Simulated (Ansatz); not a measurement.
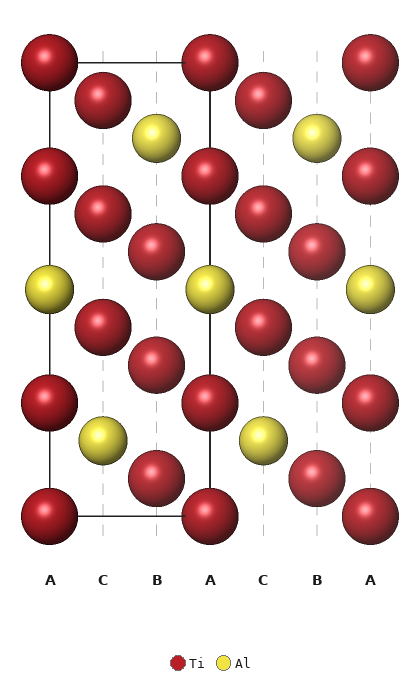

Projection along an edge of the hexagonal mesh, stacking direction [111] upwards. The dashed lines mark the three columns A (0, 0), B (1/3, 2/3) and C (2/3, 1/3). The box is the hexagonal cell of the face-centred cubic lattice. The sequence starts with the first layer at or above the cell's origin.

The compound is Ti3Al (space group Fm-3m, No. 225), taken as the end point of a relaxation with DFT PBE, scalar-relativistic, plane waves, PAW (Ansatz 0.2.0).

> Read off the stacking sequence over one period.

Ti(A) – Ti(B) – Al(C) – Ti(A) – Ti(B) – Ti(C) – Al(A) – Ti(B) – Ti(C) – Ti(A) – Al(B) – Ti(C) (twelve layers in 11.19 Å).
